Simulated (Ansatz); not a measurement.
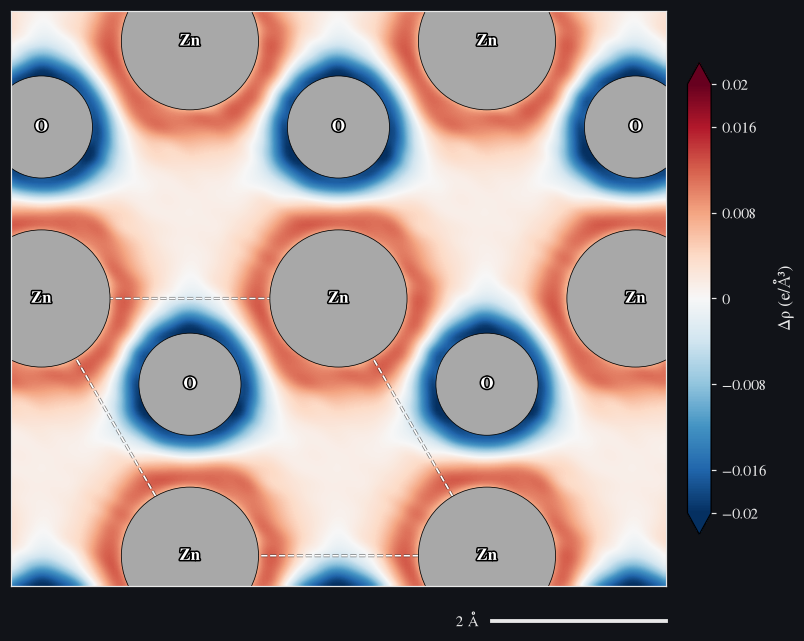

ZnO. Difference of the valence pseudo-densities of two functionals at the same geometry, on the (001) plane of the calculation cell: LC_WPBE less r2SCAN0.

Both computed with Ansatz (plane waves, PAW), on the same k-point mesh. Grey discs cover the atomic cores.

What does the difference map show?

Answer. Against r2SCAN0, LC_WPBE gives more density around Zn (+0.010 e/Å³ on average at 1.0 Å from the nucleus), less density around O (−0.013 e/Å³ on average at 0.7 Å from the nucleus) and a change of +0.009 e/Å³ at the midpoint of Zn–O.
